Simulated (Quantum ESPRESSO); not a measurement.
# Sc: relaxation of cell and atoms (part 2 of 2)

Sc (2 atoms in the cell); Kohn-Sham DFT of a periodic cell, PBE, SSSP 1.3 efficiency PBE, no spin polarisation (Quantum ESPRESSO 7.5); cutoff 938.79 eV, 9×9×5 k-mesh, fermi-dirac of 0.05 eV. The structure derives from an entry of the Crystallography Open Database.

Geometry of the input (Å; fractional positions):
```
3.3090  0.0000  0.0000
-1.6545  2.8657  0.0000
0.0000  0.0000  5.2733
Sc 0.6667  0.3333  0.7500
Sc 0.3333  0.6667  0.2500
```

Output, continued
```
   -40.1344 -40.1344 -18.8783 -18.8714 -18.8714 -18.7782 -18.7164 -18.7164
     8.7484   8.7484   8.7557   8.8792  10.0746  10.0746  11.2961  12.5249
    12.8220  12.8220

          k = 0.4265 0.7386 0.3211 (  3279 PWs)   bands (ev):

   -40.1344 -40.1344 -18.9097 -18.9097 -18.8476 -18.8093 -18.6772 -18.6772
     8.8604   8.9174   9.0590   9.0590   9.6617   9.6617  11.4304  11.8617
    12.8595  12.8595

     the Fermi energy is     9.2860 ev

!    total energy              =    -183.73063817 Ry
     estimated scf accuracy    <          2.1E-10 Ry
     smearing contrib. (-TS)   =      -0.00265184 Ry
     internal energy E=F+TS    =    -183.72798633 Ry

     The total energy is F=E-TS. E is the sum of the following terms:
     one-electron contribution =     -73.06361786 Ry
     hartree contribution      =      39.54083990 Ry
     xc contribution           =     -23.72964530 Ry
     ewald contribution        =    -126.47556307 Ry

     convergence has been achieved in   9 iterations

     Forces acting on atoms (cartesian axes, Ry/au):

     atom    1 type  1   force =     0.00000000   -0.00000000    0.00000000
     atom    2 type  1   force =     0.00000000    0.00000000    0.00000000

     Total force =     0.000000     Total SCF correction =     0.000000

     Computing stress (Cartesian axis) and pressure

          total   stress  (Ry/bohr**3)                   (kbar)     P=       -6.16
  -0.00000777  -0.00000000   0.00000000           -1.14       -0.00        0.00
  -0.00000000  -0.00000777   0.00000000           -0.00       -1.14        0.00
   0.00000000   0.00000000  -0.00011003            0.00        0.00      -16.19

     BFGS Geometry Optimization
     Energy error            =      1.3E-01 Ry
     Gradient error          =      1.0E-25 Ry/Bohr
     Cell gradient error     =      3.2E+02 kbar

     number of scf cycles    =   1
     number of bfgs steps    =   0

     enthalpy           new  =    -183.0424664301 Ry

     new trust radius        =       0.1974177139 bohr
     new conv_thr            =       0.0000000004 Ry

     new unit-cell volume =    287.46528 a.u.^3 (    42.59796 Ang^3 )
     density =      3.50491 g/cm^3

CELL_PARAMETERS (alat=  8.00000000)
   0.741635063  -0.000000000   0.000000000
  -0.370817532   0.642274805   0.000000000
   0.000000000   0.000000000   1.178702738

ATOMIC_POSITIONS (crystal)
Sc               0.6666666667        0.3333333333        0.7500000000
Sc               0.3333333333        0.6666666667        0.2500000000

     NEW-OLD atomic charge density approx. for the potential
     New effective cutoffs (rho, wfc):  306.84   77.05

     Self-consistent Calculation

     iteration #  1     ecut=    69.00 Ry     beta= 0.50
     Davidson diagonalization with overlap
     ethr =  1.00E-06,  avg # of iterations =  6.7

     total energy              =    -183.71624512 Ry
     estimated scf accuracy    <       0.00047947 Ry

[... 56 further cycles ...]
     iteration #  1     ecut=    69.00 Ry     beta= 0.50
     Davidson diagonalization with overlap
     c_bands:  1 eigenvalues not converged
     c_bands:  2 eigenvalues not converged
     ethr =  1.00E-06,  avg # of iterations = 12.6

     total energy              =    -183.65124470 Ry
     estimated scf accuracy    <       0.01245671 Ry

     iteration #  2     ecut=    69.00 Ry     beta= 0.50
     Davidson diagonalization with overlap
     ethr =  5.66E-05,  avg # of iterations =  1.9

     total energy              =    -183.65300945 Ry
     estimated scf accuracy    <       0.00071143 Ry

     iteration #  3     ecut=    69.00 Ry     beta= 0.50
     Davidson diagonalization with overlap
     ethr =  3.23E-06,  avg # of iterations =  2.9

     total energy              =    -183.65313568 Ry
     estimated scf accuracy    <       0.00010563 Ry

     iteration #  4     ecut=    69.00 Ry     beta= 0.50
     Davidson diagonalization with overlap
     ethr =  4.80E-07,  avg # of iterations =  2.4

     total energy              =    -183.65314547 Ry
     estimated scf accuracy    <       0.00000221 Ry

     iteration #  5     ecut=    69.00 Ry     beta= 0.50
     Davidson diagonalization with overlap
     ethr =  1.01E-08,  avg # of iterations =  3.8

     total energy              =    -183.65314687 Ry
     estimated scf accuracy    <       0.00000019 Ry

     iteration #  6     ecut=    69.00 Ry     beta= 0.50
     Davidson diagonalization with overlap
     ethr =  8.61E-10,  avg # of iterations =  3.2

     total energy              =    -183.65314687 Ry
     estimated scf accuracy    <       0.00000008 Ry

     iteration #  7     ecut=    69.00 Ry     beta= 0.50
     Davidson diagonalization with overlap
     ethr =  3.62E-10,  avg # of iterations =  2.0

     total energy              =    -183.65314688 Ry
     estimated scf accuracy    <          9.0E-11 Ry

     iteration #  8     ecut=    69.00 Ry     beta= 0.50
     Davidson diagonalization with overlap
     ethr =  4.11E-13,  avg # of iterations =  5.1

     total energy              =    -183.65314688 Ry
     estimated scf accuracy    <          1.3E-10 Ry

     iteration #  9     ecut=    69.00 Ry     beta= 0.50
     Davidson diagonalization with overlap
     ethr =  4.11E-13,  avg # of iterations =  3.5

     total energy              =    -183.65314688 Ry
     estimated scf accuracy    <          1.3E-10 Ry

     iteration # 10     ecut=    69.00 Ry     beta= 0.50
     Davidson diagonalization with overlap
     ethr =  4.11E-13,  avg # of iterations =  2.1

     End of self-consistent calculation

          k = 0.0000 0.0000 0.0000 (  2321 PWs)   bands (ev):

   -34.7976 -34.5265 -14.0556 -13.0571 -13.0571 -12.8811 -12.8811 -12.8166
     8.3919  11.7534  15.6889  15.8305  15.8305  16.2452  16.5391  16.5391
    16.9447  16.9447

          k = 0.0000 0.0000 0.1830 (  2303 PWs)   bands (ev):

   -34.7724 -34.5531 -13.9443 -13.0405 -13.0405 -12.9430 -12.8981 -12.8981
     8.7578  11.6284  15.2465  15.6750  15.6750  15.9843  16.2966  16.2966
    17.3945  17.3945

          k = 0.0000 0.0000 0.3660 (  2333 PWs)   bands (ev):

   -34.7056 -34.6219 -13.6467 -13.2649 -12.9967 -12.9967 -12.9423 -12.9423
     9.7375  10.9278  14.9369  15.3779  15.6246  15.6246  15.8719  15.8719
    18.2043  18.2043

          k =-0.0000 0.1828 0.0000 (  2327 PWs)   bands (ev):

   -34.7758 -34.5190 -14.0098 -13.1486 -13.0879 -12.9759 -12.8909 -12.8373
     8.7567  12.0471  15.1126  15.2374  16.1245  16.2957  16.6638  16.6883
    16.6983  16.8008

          k =-0.0000 0.1828 0.1830 (  2320 PWs)   bands (ev):

   -34.7518 -34.5441 -13.9112 -13.1262 -13.0693 -13.0546 -12.9100 -12.8919
     9.1056  11.9389  14.6759  15.2562  15.8980  15.9691  16.2953  16.5155
    17.2801  17.3836

          k =-0.0000 0.1828 0.3660 (  2322 PWs)   bands (ev):

   -34.6885 -34.6092 -13.6488 -13.3177 -13.0598 -13.0204 -12.9773 -12.9596
    10.0479  11.2261  14.5299  15.0984  15.5262  15.8390  15.9062  16.0950
    18.1328  18.2351

          k =-0.0000 0.3655 0.0000 (  2323 PWs)   bands (ev):

   -34.7179 -34.5019 -13.8834 -13.3826 -13.2035 -13.1612 -12.9198 -12.8997
     9.7425  12.6626  14.0709  14.4246  15.8862  16.2019  16.3126  16.9513
    17.3286  17.5201

          k =-0.0000 0.3655 0.1830 (  2316 PWs)   bands (ev):

   -34.6977 -34.5229 -13.8337 -13.3450 -13.2697 -13.1385 -12.9432 -12.9258
    10.0286  12.6213  13.7747  14.5306  15.6575  16.1612  16.1677  17.0747
    17.5027  17.6650

          k =-0.0000 0.3655 0.3660 (  2317 PWs)   bands (ev):

   -34.6442 -34.5775 -13.6923 -13.4934 -13.1733 -13.0788 -13.0230 -13.0042
    10.8165  11.8781  13.9729  14.5759  15.2859  15.7418  16.3011  16.6806
    18.1295  18.4241

          k =-0.0000 0.5483 0.0000 (  2309 PWs)   bands (ev):

   -34.6451 -34.4888 -13.7092 -13.6500 -13.4448 -13.2392 -13.0004 -12.9565
    11.0083  12.7497  13.2025  14.0653  15.7525  15.9736  15.9824  18.1049
    18.3097  18.4834

          k =-0.0000 0.5483 0.1830 (  2317 PWs)   bands (ev):

   -34.6303 -34.5038 -13.8147 -13.5684 -13.4261 -13.2128 -12.9926 -12.9841
    11.1327  12.7060  13.2502  14.1703  15.5593  15.9566  16.1516  18.0587
    18.3170  18.3737

          k =-0.0000 0.5483 0.3660 (  2315 PWs)   bands (ev):

   -34.5914 -34.5431 -13.8243 -13.7181 -13.2089 -13.1431 -13.0558 -13.0463
    11.5310  12.1614  13.7597  14.2645  15.3833  15.7920  16.5288  17.3349
    18.5820  18.7996

          k =-0.0000 0.7311 0.0000 (  2306 PWs)   bands (ev):

   -34.5880 -34.4893 -13.8236 -13.5947 -13.5529 -13.2880 -13.1084 -12.9818
    11.9694  12.4000  12.7260  14.0603  15.4980  15.7934  16.3985  19.0224
    19.3265  19.6185

          k =-0.0000 0.7311 0.1830 (  2305 PWs)   bands (ev):

   -34.5785 -34.4987 -13.9060 -13.7015 -13.3986 -13.2595 -13.0663 -13.0118
    11.7607  12.3376  13.3152  13.8378  15.7622  16.0429  16.2212  18.8076
    19.0948  19.4574

          k =-0.0000 0.7311 0.3660 (  2302 PWs)   bands (ev):

   -34.5538 -34.5233 -13.9464 -13.8641 -13.1866 -13.1841 -13.0895 -13.0638
    11.7469  12.0885  13.7254  14.0809  15.8778  16.2893  16.5171  17.6372
    19.1918  19.3283

          k = 0.1583 0.2742 0.0000 (  2337 PWs)   bands (ev):

   -34.7359 -34.5067 -13.9236 -13.2816 -13.2181 -13.0702 -12.9287 -12.8790
     9.4367  12.5342  14.3700  14.5748  15.9892  16.1074  16.6368  16.7290
    16.9606  17.4162

          k = 0.1583 0.2742 0.1830 (  2329 PWs)   bands (ev):

   -34.7144 -34.5290 -13.8544 -13.2509 -13.2404 -13.1063 -12.9505 -12.9064
     9.7473  12.4705  14.0053  14.6707  15.7628  16.1068  16.2152  16.8664
    17.3216  17.6280

          k = 0.1583 0.2742 0.3660 (  2312 PWs)   bands (ev):

   -34.6578 -34.5870 -13.6695 -13.4325 -13.1364 -13.0870 -13.0040 -12.9920
    10.5984  11.7233  14.0960  14.7126  15.3086  15.7347  16.2195  16.4849
    18.0898  18.3917

          k = 0.1583 0.4569 0.0000 (  2320 PWs)   bands (ev):

   -34.6702 -34.4919 -13.7718 -13.5133 -13.4045 -13.1900 -12.9842 -12.9619
    10.6001  13.0147  13.5227  13.9318  15.6128  15.8255  16.3074  17.5426
    17.7930  18.4109

          k = 0.1583 0.4569 0.1830 (  2319 PWs)   bands (ev):

   -34.6533 -34.5091 -13.7897 -13.4948 -13.3715 -13.2051 -13.0148 -12.9506
    10.8130  13.0122  13.3610  14.0821  15.4188  15.9820  16.1061  17.4522
    18.0536  18.3090

          k = 0.1583 0.4569 0.3660 (  2316 PWs)   bands (ev):

   -34.6091 -34.5540 -13.7518 -13.6272 -13.2124 -13.1636 -13.0712 -13.0018
    11.4098  12.2534  13.8452  14.3045  15.1019  15.4915  16.4687  17.0439
    18.5067  18.6792

          k = 0.1583 0.6397 0.0000 (  2311 PWs)   bands (ev):

   -34.6030 -34.4876 -13.7340 -13.5973 -13.5389 -13.3012 -13.0752 -13.0283
    11.7949  12.7687  12.9118  13.8627  15.3799  15.9004  16.2165  18.4284
    18.8407  19.4928

          k = 0.1583 0.6397 0.1830 (  2308 PWs)   bands (ev):

   -34.5920 -34.4986 -13.8330 -13.6517 -13.4170 -13.2760 -13.0822 -13.0106
    11.7695  12.6907  13.1967  13.9656  15.3863  15.8037  16.2381  18.2537
    18.8512  19.0431

          k = 0.1583 0.6397 0.3660 (  2304 PWs)   bands (ev):

   -34.5632 -34.5275 -13.8744 -13.7961 -13.2798 -13.1885 -13.1109 -13.0134
    11.9146  12.3206  13.7748  14.2589  15.2127  15.5267  16.6406  17.4470
    18.8531  19.4287

          k = 0.1583 0.8225 0.0000 (  2300 PWs)   bands (ev):

   -34.5698 -34.4925 -13.8202 -13.5911 -13.4980 -13.3445 -13.1502 -13.0456
    12.4302  12.4414  12.6922  13.9247  15.3534  15.6907  16.5054  19.1561
    19.2072  19.5205

          k = 0.1583 0.8225 0.1830 (  2306 PWs)   bands (ev):

   -34.5623 -34.4998 -13.8903 -13.6986 -13.4165 -13.2692 -13.1288 -13.0396
    12.0285  12.5055  13.4565  13.6785  15.3509  15.8784  16.4532  18.7604
    19.1093  19.4129

          k = 0.1583 0.8225 0.3660 (  2301 PWs)   bands (ev):

   -34.5429 -34.5190 -13.9334 -13.8594 -13.3081 -13.1994 -13.1102 -13.0219
    11.9803  12.3016  13.7992  14.1957  15.2025  15.7887  16.8562  17.6773
    19.0755  19.3512

          k = 0.3166 0.5483 0.0000 (  2311 PWs)   bands (ev):

   -34.6088 -34.4871 -13.6279 -13.6142 -13.5605 -13.2840 -13.1001 -13.0627
    11.7820  13.0447  13.3678  13.3702  15.2108  15.9961  16.0781  17.9519
    18.8259  19.3757

          k = 0.3166 0.5483 0.1830 (  2313 PWs)   bands (ev):

   -34.5972 -34.4987 -13.7561 -13.6561 -13.3636 -13.3390 -13.1245 -13.0059
    11.8771  12.8808  13.5225  13.6383  15.2166  15.6552  16.0898  17.8627
    18.7327  19.0889

          k = 0.3166 0.5483 0.3660 (  2313 PWs)   bands (ev):

   -34.5668 -34.5292 -13.8095 -13.7501 -13.3267 -13.2601 -13.0963 -12.9960
    12.1544  12.5470  13.9652  14.0978  14.9842  15.0126  16.4144  17.2201
    18.8485  19.4644

          k = 0.3166 0.7311 0.0000 (  2303 PWs)   bands (ev):

   -34.5568 -34.4957 -13.7363 -13.5524 -13.4577 -13.4181 -13.1818 -13.1776
    12.7306  12.7696  13.0164  13.5480  15.1560  15.5785  16.5512  18.5899
    19.2460  19.3542

          k = 0.3166 0.7311 0.1830 (  2302 PWs)   bands (ev):

   -34.5509 -34.5014 -13.7846 -13.6719 -13.4939 -13.2820 -13.2092 -13.0753
    12.5145  12.9758  13.2550  13.6957  15.0996  15.3186  16.5363  18.4342
    18.7542  19.4016

          k = 0.3166 0.7311 0.3660 (  2302 PWs)   bands (ev):

   -34.5354 -34.5165 -13.8448 -13.7999 -13.4469 -13.3388 -13.0692 -13.0060
    12.5521  12.7957  13.8286  14.3051  14.5631  14.9259  16.7322  17.4114
    18.8916  19.3343

          k = 0.4749 0.8225 0.0000 (  2286 PWs)   bands (ev):

   -34.5187 -34.5187 -13.7051 -13.5059 -13.5059 -13.3132 -13.3132 -13.2806
    12.7361  13.2545  13.2545  13.2593  15.2435  15.2435  16.7775  18.9191
    18.9191  19.2893

          k = 0.4749 0.8225 0.1830 (  2298 PWs)   bands (ev):

   -34.5186 -34.5186 -13.6660 -13.6507 -13.6507 -13.3226 -13.1630 -13.1630
    12.8881  13.3023  13.3573  13.3573  15.0336  15.0336  16.7314  18.5123
    18.9503  18.9503

          k = 0.4749 0.8225 0.3660 (  2289 PWs)   bands (ev):

   -34.5184 -34.5184 -13.7776 -13.7776 -13.5622 -13.4311 -13.0273 -13.0273
    13.1951  13.3453  13.5774  13.5774  14.6659  14.6659  16.8105  17.4152
    18.9374  18.9374

     the Fermi energy is    13.8973 ev

!    total energy              =    -183.65314688 Ry
     estimated scf accuracy    <          3.5E-13 Ry
     smearing contrib. (-TS)   =      -0.00202861 Ry
     internal energy E=F+TS    =    -183.65111827 Ry

     The total energy is F=E-TS. E is the sum of the following terms:
     one-electron contribution =     -50.14527999 Ry
     hartree contribution      =      32.61697932 Ry
     xc contribution           =     -24.22073019 Ry
     ewald contribution        =    -141.90208742 Ry

     convergence has been achieved in  10 iterations

     Forces acting on atoms (cartesian axes, Ry/au):

     atom    1 type  1   force =    -0.00000000   -0.00000000   -0.00000000
     atom    2 type  1   force =     0.00000000    0.00000000    0.00000000

     Total force =     0.000000     Total SCF correction =     0.000000

     Computing stress (Cartesian axis) and pressure

          total   stress  (Ry/bohr**3)                   (kbar)     P=      299.87
   0.00203849   0.00000000   0.00000000          299.87        0.00        0.00
   0.00000000   0.00203849   0.00000000            0.00      299.87        0.00
   0.00000000   0.00000000   0.00203836            0.00        0.00      299.85

=------------------------------------------------------------------------------=
   JOB DONE.
=------------------------------------------------------------------------------=
```

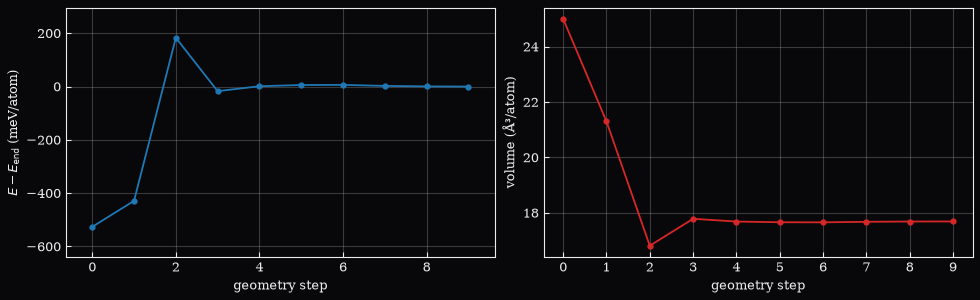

Fig. 1: Progress of the relaxation, step by step (steps are counted from 0).

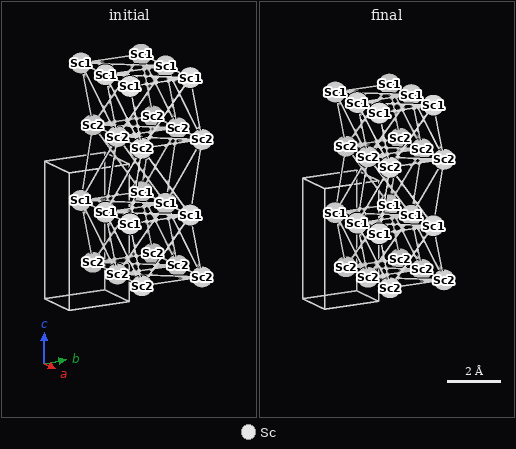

Fig. 2: Before (left) and after (right) the relaxation, at one scale (ball-and-stick view of the cell of the calculation, repeated 3 × 2 × 2, seen slightly off an axis). After 9 geometry steps the energy has risen by 526 meV per atom. All forces vanish by symmetry, so only the cell relaxes. The atoms keep their places relative to the cell (all moves are under 0.005 Å). The volume changes by −29.2 %, with a = b 3.309 → 2.972 Å (−10.2 %), c 5.273 → 4.626 Å (−12.3 %). Distances before and after: Sc1–Sc2 3.256 → 2.880 Å, Sc1–Sc1 3.309 → 2.972 Å. The space group stays P6_3/mmc (No. 194). (Atoms are counted from 1 in the order of the input.)

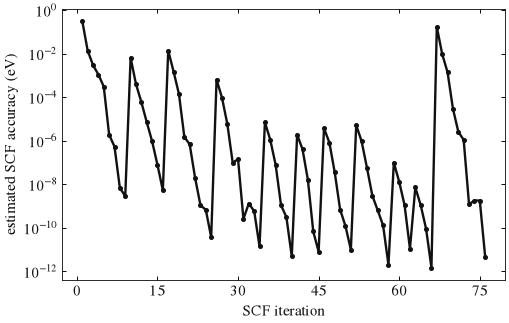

Fig. 3: Convergence of the self-consistent field: estimated SCF accuracy against the iteration. The field takes 76 iterations in all.

Results in brief

- outcome: converged
- space group (tolerance 0.01 Å): P6₃/mmc (194)
- electrons treated: 22
- free energy: −2498.7284 eV
- Fermi energy: 13.897 eV
- gap on the k-point mesh: none (metallic)
- pressure: 29.99 GPa
- final volume: 35.38 Å³
- largest force (length of the vector) at the end: under 0.001 eV/Å
- final cell: a = 2.972 Å, b = 2.972 Å, c = 4.626 Å, α = 90.00°, β = 90.00°, γ = 120.00°
- hardware: 1 thread of Arm Neoverse V2, 24 GiB of memory available, shared host
- wall time: 3.4 min
- peak memory: 0.08 GiB

Notes

The cell is under a pressure of 30 GPa at this level, so it is not at its equilibrium volume.
